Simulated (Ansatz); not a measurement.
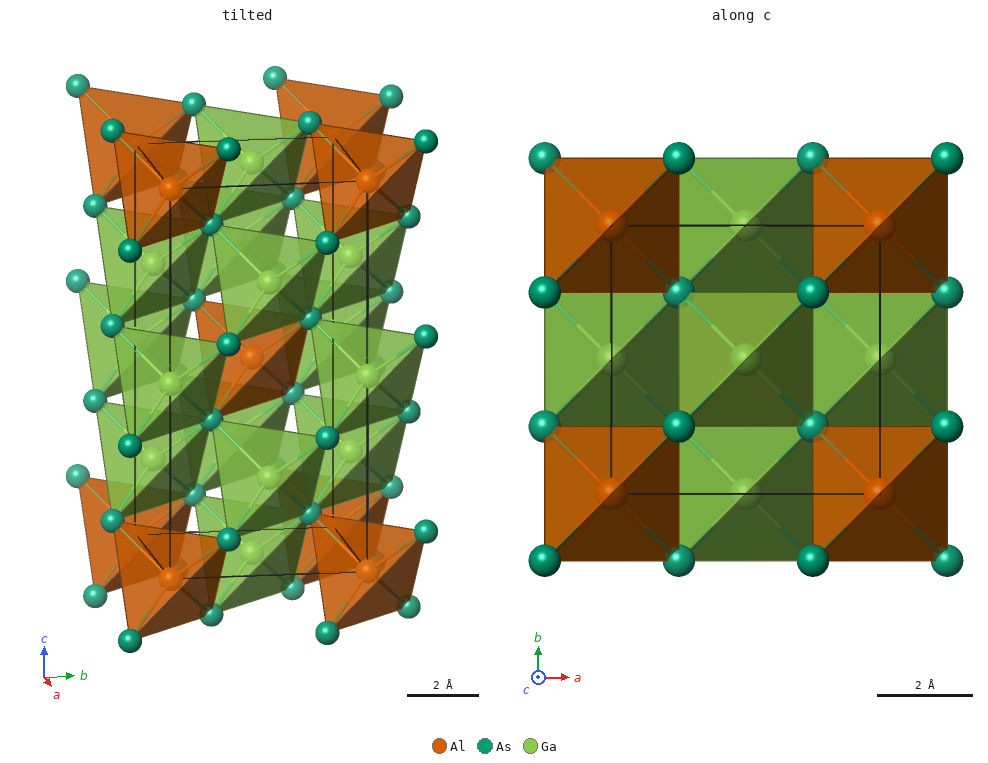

The crystal in a polyhedral representation, seen slightly off an axis and along the c axis. The lines enclose the conventional unit cell; boundary atoms appear with their images. A few atoms beyond the faces are included.

AlGa3As4, space group I-42m (No. 121), a = 5.67 Å, b = 5.67 Å, c = 11.34 Å, α = 90.00°, β = 90.00°, γ = 90.00°.

All computed values are from Ansatz, difference of finished runs, DFT, PBE, plane waves, PAW. Settings: 420 eV cutoff.

How large a gap does the method give, if there is one?

A semiconductor at this level, with a gap of 0.83 eV.

The structure was taken from a structure type filled with these elements by a generator (whether the compound takes this form wasn't checked). Earlier steps of the study, as a rule a relaxation of our own, may have changed the cell and positions, so they can lie some per cent off the listed ones. A calculation with Ansatz used it as input.
